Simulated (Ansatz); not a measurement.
**GaP3: geometry relaxation**

The run: geometry relaxation of GaP3 (P4/mmm, 4 atoms in the cell). Method and program: DFT PBE, scalar-relativistic, plane waves, PAW, no spin polarisation (Ansatz 0.2.0).

The structure was made by swapping elements on the sites of another compound; it need not be a known phase. It belongs to a series of runs on one base structure; here: Cu3Pd type (P4/mmm, No. 123).

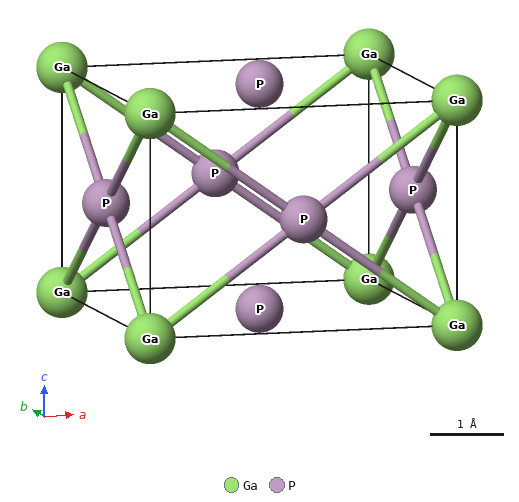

*The structure as given in the input (ball-and-stick view of the cell of the calculation, seen slightly off an axis).*

**Summary**

```json
{"quantity": "outcome", "value": "converged"}
{"quantity": "space group (tolerance 0.01 Å)", "value": "P4/mmm (123)"}
{"quantity": "electrons treated", "value": "28"}
{"quantity": "free energy", "value": "−6048.0199 eV"}
{"quantity": "Fermi energy", "value": "10.775 eV"}
{"quantity": "gap on the k-point mesh", "value": "none (metallic)"}
{"quantity": "pressure", "value": "0.00 GPa"}
{"quantity": "final volume", "value": "61.39 Å³"}
{"quantity": "largest force (length of the vector) at the end", "value": "under 0.001 eV/Å"}
{"quantity": "final cell", "value": "a = 4.431 Å, b = 4.431 Å, c = 3.127 Å, α = 90.00°, β = 90.00°, γ = 90.00°"}
{"quantity": "hardware", "value": "1 thread of Intel Xeon @ 2.50GHz (Skylake/Cascade Lake), 192 GiB of memory available, shared host"}
{"quantity": "wall time", "value": "60 s"}
{"quantity": "peak memory", "value": "0.52 GiB"}
```

**Input**
```yaml
crystal:
  lattice:
    - [4.4201380651, 0.0, 0.0]
    - [0.0, 4.4201380651, 0.0]
    - [0.0, 0.0, 3.1502790218]
  atoms:
    - { symbol: Ga, position: [0.0, 0.0, 0.0] }
    - { symbol: P, position: [0.0, 0.5, 0.5] }
    - { symbol: P, position: [0.5, 0.0, 0.5] }
    - { symbol: P, position: [0.5, 0.5, 0.0] }
basis:
  ecutwfc: 420
kpoints:
  mp_grid: { grid: [10, 10, 14] }
hamiltonian:
  xc: pbe
scf:
  occupations: { method: gaussian, width: 0.1 }
output:
  forces: true
  stress: true
  eigenvalues: true
relax:
  adjacent_minimum: "off"
  f_tol: 0.01
  max_steps: 80
  cell: { stress_tol: 0.05 }
```

Launch command:
```bash
ansatz run input.yaml --threads 1 --pin off --max-ram 2560MiB --backend cpu --events-out ev --progress --plain --runs-dir out
```

**Log**
```
Engine: ansatz 0.2.0, x86_64-unknown-linux-gnu
Pseudopotentials: kind: paw
Pseudopotential: Ga, paw, valence charge 13, recommended cutoff 420 eV (normal), Ga.paw.azcp
Pseudopotential: P, paw, valence charge 5, recommended cutoff 420 eV (normal), P.paw.azcp
Functional definition: PBE
  parameter kappa = 0.804
  parameter beta = 0.06672455060314922
  exchange = pbe_x(kappa = kappa, mu = beta*pi^2/3)
  correlation = pbe_c(beta = beta)
Crystal: 4 atoms, lattice volume = 61.549 Å³
Basis set: ecut = 420 eV, 1211 PW (Γ), exchange–correlation on 60×60×48 points (8 copies of the dense FFT grid, shifted against one another)
Bands: 18, of which v1, the nominal top of the filled ones, is band 14 counted from 1 (13 counted from 0)
Symmetry: 16 space group operations
Space group: P4/mmm (ITA 123), of the structure as read, at distance tolerance 3.9e-5 Å
k-points: 168 of 1400
Non-local potential: Ga, projectors of the file, l = 0: 2, l = 1: 2, l = 2: 3, l = 3: 1
Non-local potential: P, projectors of the file, l = 0: 2, l = 1: 2, l = 2: 2
PAW form: soft (Blöchl's): semilocal exchange-correlation on the pseudo side does not see the compensation charge
PAW one-centre angular grid: Ga, 590 points (default); XC on 64 Gauss nodes
PAW one-centre angular grid: P, 110 points (default); XC on 64 Gauss nodes
Initial density: superposition of atomic densities (neutral atoms: chi_scale 0, normalization atom), corrected by the library's trained network
Initial wavefunctions: pseudopotential atomic-orbital guess
Functional: x = pbe(κ = 0.804, μ = 0.2195149727645171), c = pbe(β = 0.06672455060314922)
SCF iter   1: F=—  HF=-6048.020101 eV  |F-HF|=—  |Δ(HF+E_count)|=         —  Δρ=2.29e-3  dr2=4.21e-3  ethr=1.77e-3  ⟨swp⟩=6.8  Hψ=17358  notcnv=0
preconditioner: auto → Kerker (q_TF=auto, 2.393 Å⁻¹)  [metal: Δε(μ)=0.015 eV  Ē_g=11.324 eV  σ=0.100 eV  W_gap=0.09  n_scr=10 (ndim 8)  ℏωp=25.0 eV  f_vac=0.000  D(μ)=1.94/eV (n_scr^D=10)]
SCF iter   2: F=—  HF=-6048.019032 eV  |F-HF|=—  |Δ(HF+E_count)|=   1.07e-3  Δρ=1.20e-3  dr2=1.06e-3  ethr=1.50e-5  ⟨swp⟩=2.2  Hψ=5915  notcnv=0
SCF iter   3: F=—  HF=-6048.019006 eV  |F-HF|=—  |Δ(HF+E_count)|=   2.56e-5  Δρ=5.64e-4  dr2=2.25e-4  ethr=3.78e-6  ⟨swp⟩=2.6  Hψ=5242  notcnv=0
SCF iter   4: F=—  HF=-6048.018898 eV  |F-HF|=—  |Δ(HF+E_count)|=   1.08e-4  Δρ=1.11e-4  dr2=6.78e-6  ethr=8.04e-7  ⟨swp⟩=2.0  Hψ=5246  notcnv=0
SCF iter   5: F=—  HF=-6048.018878 eV  |F-HF|=—  |Δ(HF+E_count)|=   2.00e-5  Δρ=5.46e-5  dr2=1.07e-6  ethr=2.42e-8  ⟨swp⟩=2.0  Hψ=5289  notcnv=0
SCF iter   6: F=—  HF=-6048.018877 eV  |F-HF|=—  |Δ(HF+E_count)|=   3.29e-7  Δρ=2.36e-5  dr2=2.06e-7  ethr=3.81e-9  ⟨swp⟩=2.0  Hψ=3844  notcnv=0
SCF iter   7: F=-6048.018877 eV  HF=-6048.018877 eV  |F-HF|=5.07e-9  |Δ(HF+E_count)|=   8.63e-8  Δρ=2.48e-6  dr2=3.15e-9  ethr=3.57e-10  ⟨swp⟩=5.7  Hψ=13732  notcnv=0
SCF 1 converged in 7 iterations: F = -6048.018877 eV  dr2 = 3.15e-9
  greatest PAW one-centre occupation: 0.995 electrons in one spin orbital (limit 2), on the Ga atom at site 0 (counted from 0), in its partial waves of l = 2
relax step   1: F+E_penalty+E_count = -6048.01887730 eV  Δ(F+E_penalty+E_count) = +0.000e0 eV  max|allowed force component| = 1.602e-30 eV/Å  Δτ_max = 0.0000 Å  P = -0.180 GPa  Ω = 61.549 Å³  (7 SCF iters, dr2 threshold 1.00e-7 eV, accepted)
Crystal: 4 atoms, lattice volume = 61.422 Å³
Basis set: ecut = 420 eV, 1195 PW (Γ), exchange–correlation on 60×60×48 points (8 copies of the dense FFT grid, shifted against one another)
Initial density: handed on by an earlier stage of this run
Initial wavefunctions: those handed on with the density
iter 1 solved again at ethr=4.69e-7 eV; its pass at ethr=3.10e-3 eV (dr2=1.31e-4 eV) is discarded
SCF iter   1: F=—  HF=-6048.019937 eV  |F-HF|=—  |Δ(HF+E_count)|=         —  Δρ=4.64e-4  dr2=9.15e-5  ethr=4.69e-7  ⟨swp⟩=2.9  Hψ=18919  notcnv=0
preconditioner: auto → Kerker (q_TF=auto, 2.393 Å⁻¹)  [metal: Δε(μ)=0.025 eV  Ē_g=11.304 eV  σ=0.100 eV  W_gap=0.14  n_scr=10 (ndim 8)  ℏωp=25.1 eV  f_vac=0.000  D(μ)=1.89/eV (n_scr^D=10)]
SCF iter   2: F=—  HF=-6048.019919 eV  |F-HF|=—  |Δ(HF+E_count)|=   1.76e-5  Δρ=2.77e-4  dr2=2.82e-5  ethr=3.27e-7  ⟨swp⟩=1.0  Hψ=3024  notcnv=0
SCF iter   3: F=—  HF=-6048.019923 eV  |F-HF|=—  |Δ(HF+E_count)|=   3.57e-6  Δρ=4.70e-5  dr2=1.04e-6  ethr=1.01e-7  ⟨swp⟩=1.6  Hψ=4232  notcnv=0
SCF iter   4: F=-6048.019922 eV  HF=-6048.019923 eV  |F-HF|=2.96e-7  |Δ(HF+E_count)|=   1.27e-8  Δρ=1.67e-5  dr2=1.17e-7  ethr=1.43e-9  ⟨swp⟩=5.7  Hψ=14502  notcnv=0
SCF 2 converged in 4 iterations: F = -6048.019922 eV  dr2 = 1.17e-7
relax step   2: F+E_penalty+E_count = -6048.01992222 eV  Δ(F+E_penalty+E_count) = -1.045e-3 eV  max|allowed force component| = 2.909e-30 eV/Å  Δτ_max = 0.0000 Å  P = -0.051 GPa  Ω = 61.422 Å³  energy of the carried Pulay correction = +3.063e-5 eV  (4 SCF iters, dr2 threshold 4.00e-7 eV, accepted)
Crystal: 4 atoms, lattice volume = 61.386 Å³
iter 1 solved again at ethr=2.05e-9 eV; its pass at ethr=3.10e-3 eV (dr2=5.74e-7 eV) is discarded
SCF iter   1: F=—  HF=-6048.019959 eV  |F-HF|=—  |Δ(HF+E_count)|=         —  Δρ=3.50e-5  dr2=4.22e-7  ethr=2.05e-9  ⟨swp⟩=3.1  Hψ=18973  notcnv=0
preconditioner: auto → Kerker (q_TF=auto, 2.394 Å⁻¹)  [metal: Δε(μ)=0.026 eV  Ē_g=11.307 eV  σ=0.100 eV  W_gap=0.15  n_scr=10 (ndim 8)  ℏωp=25.1 eV  f_vac=0.000  D(μ)=1.89/eV (n_scr^D=10)]
SCF iter   2: F=—  HF=-6048.019942 eV  |F-HF|=—  |Δ(HF+E_count)|=   1.72e-5  Δρ=1.75e-5  dr2=1.21e-7  ethr=1.51e-9  ⟨swp⟩=2.0  Hψ=4070  notcnv=0
SCF iter   3: F=—  HF=-6048.019942 eV  |F-HF|=—  |Δ(HF+E_count)|=   1.07e-8  Δρ=9.95e-6  dr2=3.65e-8  ethr=4.32e-10  ⟨swp⟩=2.2  Hψ=4297  notcnv=0
SCF iter   4: F=-6048.019942 eV  HF=-6048.019942 eV  |F-HF|=1.01e-10  |Δ(HF+E_count)|=   1.47e-9  Δρ=1.08e-6  dr2=6.03e-10  ethr=4.20e-11  ⟨swp⟩=4.5  Hψ=11430  notcnv=0
SCF 3 converged in 4 iterations: F = -6048.019942 eV  dr2 = 6.03e-10
relax step   3: F+E_penalty+E_count = -6048.01994155 eV  Δ(F+E_penalty+E_count) = -1.933e-5 eV  max|allowed force component| = 3.846e-30 eV/Å  Δτ_max = 0.0000 Å  P = +0.002 GPa  Ω = 61.386 Å³  energy of the carried Pulay correction = +3.946e-5 eV  (4 SCF iters, dr2 threshold 1.18e-8 eV, accepted)
Initial wavefunctions: pseudopotential atomic-orbital guess (no wavefunctions were taken with the density)
iter 1 solved again at ethr=4.73e-8 eV; its pass at ethr=3.10e-3 eV (dr2=1.33e-5 eV) is discarded
SCF iter   1: F=—  HF=-6048.019920 eV  |F-HF|=—  |Δ(HF+E_count)|=         —  Δρ=6.94e-6  dr2=4.87e-9  ethr=4.73e-8  ⟨swp⟩=3.2  Hψ=26768  notcnv=0
SCF iter   2: F=—  HF=-6048.019903 eV  |F-HF|=—  |Δ(HF+E_count)|=   1.70e-5  Δρ=4.53e-6  dr2=3.64e-9  ethr=1.74e-11  ⟨swp⟩=2.5  Hψ=5516  notcnv=0
SCF iter   3: F=—  HF=-6048.019903 eV  |F-HF|=—  |Δ(HF+E_count)|=   5.27e-9  Δρ=1.30e-6  dr2=2.44e-10  ethr=1.30e-11  ⟨swp⟩=2.1  Hψ=4989  notcnv=0
SCF iter   4: F=-6048.019903 eV  HF=-6048.019903 eV  |F-HF|=1.82e-11  |Δ(HF+E_count)|=  3.13e-10  Δρ=2.02e-7  dr2=1.48e-11  ethr=1.00e-12  ⟨swp⟩=4.1  Hψ=14790  notcnv=0
SCF 4 converged in 4 iterations: F = -6048.019903 eV  dr2 = 1.48e-11
relax step   4: F+E_penalty+E_count = -6048.01990270 eV  Δ(F+E_penalty+E_count) = +3.886e-5 eV  max|allowed force component| = 5.325e-30 eV/Å  Δτ_max = 0.0000 Å  P = +0.001 GPa  Ω = 61.386 Å³  stress off target by 5.03e-3 GPa  SCF on the basis re-selected at this cell (its energy is not comparable with the rows above)  (4 SCF iters)
```

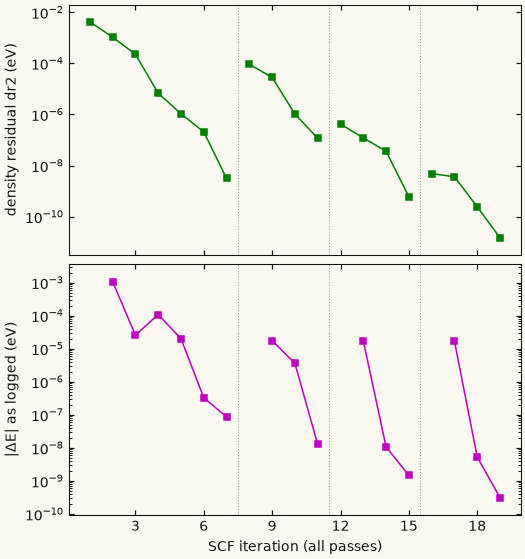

*Convergence of the self-consistent field: density residual dr2 and size of the energy change against the SCF iteration. The dotted lines part the SCF passes of the relaxation: geometry steps, rejected trials and re-solves on a re-selected basis.*

The passes take 7, 4, 4 and 4 iterations.

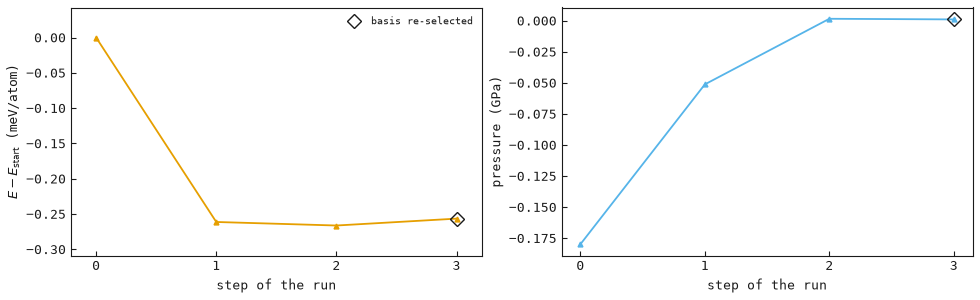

*Progress of the relaxation, step by step (the first geometry is step 0 here and step 1 in the log).*

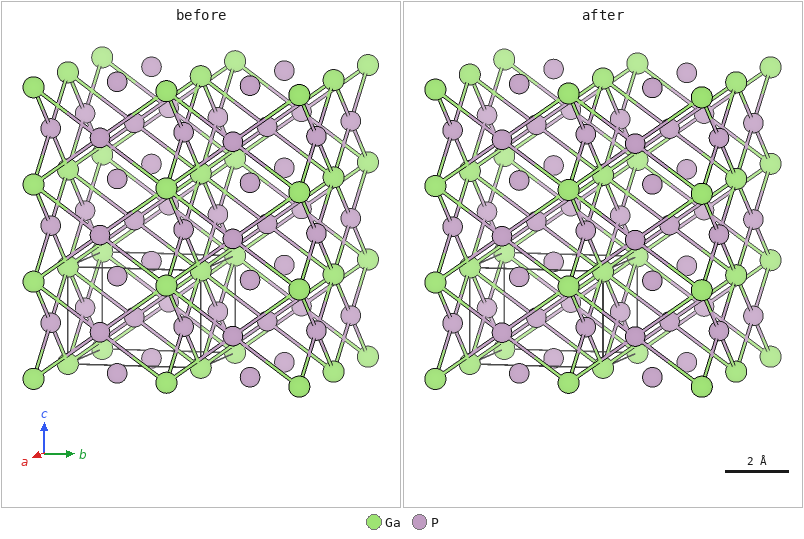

*Before (left) and after (right) the relaxation, at one scale (ball-and-stick view of the cell of the calculation, repeated 2 × 2 × 3, seen slightly off an axis).*

No atom moves by more than 0.005 Å relative to the cell. Cell: a = b 4.420 → 4.431 Å (+0.2 %), c 3.150 → 3.127 Å (−0.8 %). Volume −0.3 %. The space group stays P4/mmm (No. 123). After 2 geometry steps the energy has fallen by 0.3 meV per atom. All forces vanish by symmetry, so only the cell relaxes. Pressure: −0.18 GPa at the start and 0.00 GPa at the end. A last SCF at the same geometry on a re-selected plane-wave basis shifts the energy by +0.0 meV per atom. (Atoms are counted from 1 in the order of the input.)

```
basis re-selected at this cell: Δ(F+E_penalty+E_count) = +3.886e-5 eV, ΔP = -0.001 GPa vs the last step (what re-selecting the basis moved, of the pressure what is left beyond the Pulay correction that the steps carried, after the strain that the cell walked since its last selection, with what the two solves' SCF thresholds leave and, on support functions, any second-order correction that the steps lacked; it is no measure of the basis error at this ecutwfc). This SCF's stress stands 5.03e-3 GPa from its target on what of the cell is left free (relax.cell.stress_tol is 5.00e-2 GPa) and its largest allowed force component is 5.32e-30 eV/Å (relax.f_tol is 1.00e-2 eV/Å): within both
SCF converged after 4 iterations
Free energy (F): -6048.019903 eV
Harris-Foulkes:  -6048.019903 eV  (|F-HF|=1.82e-11)
Internal energy: -6048.010451 eV  (E = F + TS)
E sigma→0 (E₀):  -6048.015177 eV
Entropy (-TS):   -0.009452 eV (-2.363 meV/atom)
Fermi energy:    10.774709 eV
--- Per-component energies (eV) ---
  E_band       = 46.934413
  E_kinetic    = 322.440492
  E_local      = -2117.548541  (includes V_loc(G=0)·N_el)
  E_nonlocal   = 524.832635
  E_hartree    = 994.091130
  E_xc         = -252.656184
  E_vxc        = -239.396360  (∫ρ·V_xc dr)
  E_paw        = -3695.277043  (= ΣΔE_a)
  E_vpaw       = -431.576055  (= ΣTr[D̂ρ^β])
  E_aug_tail   = -0.000098  (compensation charges beyond the density's cutoff)
  E_ewald      = -1823.892842
  E_smearing   = -0.009452  (= −TS)
  E_closure    = 0.000000  (closes the sum)
  Σ components = -6048.019903   (vs F -6048.019903, Δ=0.00e0)
--- Forces (eV/Å), atoms counted from 1 ---
  atom   1  Ga     0.00000000     0.00000000     0.00000000
  atom   2  P     -0.00000000     0.00000000     0.00000000
  atom   3  P      0.00000000     0.00000000     0.00000000
  atom   4  P     -0.00000000    -0.00000000     0.00000000
  max |Σ_I F_I| component: 7.10e-30 eV/Å
--- Stress (GPa, compression-positive) ---
       -0.000912       0.000000       0.000000
        0.000000      -0.000912       0.000000
        0.000000       0.000000       0.005034
  P = ⅓ Tr σ = 0.0011 GPa (0.011 kbar)
--- Band table (eV; the first three rows and the last of 168) ---
  k-point 0: bands = ["-4.3425", "-4.1438", "-4.1226", "-4.0328", "-4.0146", "-4.0146", "1.2966", "2.7821", "4.0185", "4.0185", "8.9178", "8.9969", "9.2064", "9.2064", "13.0372", "14.2148", "14.2442", "14.9505"]
  k-point 1: bands = ["-4.2758", "-4.1403", "-4.1085", "-4.0322", "-4.0199", "-4.0199", "1.3504", "2.8152", "4.0941", "4.0941", "7.7667", "9.2727", "9.2727", "9.8245", "12.5856", "14.3154", "14.4391", "14.7864"]
  k-point 2: bands = ["-4.1390", "-4.1305", "-4.0348", "-4.0348", "-4.0305", "-4.0048", "1.5099", "2.8794", "4.3197", "4.3197", "6.4853", "9.4672", "9.4672", "10.4054", "11.5607", "13.3513", "14.1715", "14.1715"]
  k-point 167: bands = ["-4.1722", "-4.1722", "-4.0452", "-4.0403", "-3.9515", "1.0959", "1.3121", "1.3121", "3.5356", "4.0467", "4.0467", "4.7009", "5.8162", "12.9738", "13.0494", "14.3893", "14.3893", "15.6663"]
--- Relaxed structure (3 steps of the walk, 3 accepted, 1 SCFs on fresh bases) ---
  F+E_penalty+E_count = -6048.01990270 eV   max|allowed force component| = 5.325e-30 eV/Å   (the final SCF, on the basis selected at the relaxed cell)
  cell:  # Å, volume = 61.3861 Å³
    - [4.4309558706102985, 1.3475641258601713e-35, 0.0]
    - [1.3475641258601713e-35, 4.4309558706102985, 0.0]
    - [0.0, 0.0, 3.12661937468849]
  atoms:
    - { symbol: Ga, position: [-1.8615844877618899e-37, 5.318812822176828e-39, 0.0] }
    - { symbol: P, position: [-3.5636045908584743e-37, 0.5, 0.5] }
    - { symbol: P, position: [0.5, -5.850694104394485e-38, 0.5] }
    - { symbol: P, position: [0.5, 0.5, 0.0] }
```

**Trajectory as extended XYZ (Å, eV, eV/Å), 4 frames, from step=1 to step=4**
```
4
Lattice="4.4201 0.0000 0.0000 0.0000 4.4201 0.0000 0.0000 0.0000 3.1503" Properties=species:S:1:pos:R:3:forces:R:3 step=1 energy=-6048.01888 pressure_GPa=-0.18
Ga    0.0000    0.0000    0.0000    0.0000   0.0000   0.0000
P     0.0000    2.2101    1.5751    0.0000   0.0000   0.0000
P     2.2101    0.0000    1.5751    0.0000   0.0000   0.0000
P     2.2101    2.2101    0.0000    0.0000   0.0000   0.0000
4
Lattice="4.4327 0.0000 0.0000 0.0000 4.4327 0.0000 0.0000 0.0000 3.1260" Properties=species:S:1:pos:R:3:forces:R:3 step=2 energy=-6048.01992 pressure_GPa=-0.05
Ga    0.0000    0.0000    0.0000    0.0000   0.0000   0.0000
P     0.0000    2.2163    1.5630    0.0000   0.0000   0.0000
P     2.2163    0.0000    1.5630    0.0000   0.0000   0.0000
P     2.2163    2.2163    0.0000    0.0000   0.0000   0.0000
4
Lattice="4.4310 0.0000 0.0000 0.0000 4.4310 0.0000 0.0000 0.0000 3.1266" Properties=species:S:1:pos:R:3:forces:R:3 step=3 energy=-6048.01994 pressure_GPa=0.00
Ga    0.0000    0.0000    0.0000    0.0000   0.0000   0.0000
P     0.0000    2.2155    1.5633    0.0000   0.0000   0.0000
P     2.2155    0.0000    1.5633    0.0000   0.0000   0.0000
P     2.2155    2.2155    0.0000    0.0000   0.0000   0.0000
4
Lattice="4.4310 0.0000 0.0000 0.0000 4.4310 0.0000 0.0000 0.0000 3.1266" Properties=species:S:1:pos:R:3:forces:R:3 step=4 energy=-6048.01990 pressure_GPa=0.00
Ga    0.0000    0.0000    0.0000    0.0000   0.0000   0.0000
P     0.0000    2.2155    1.5633    0.0000   0.0000   0.0000
P     2.2155    0.0000    1.5633    0.0000   0.0000   0.0000
P     2.2155    2.2155    0.0000    0.0000   0.0000   0.0000
```
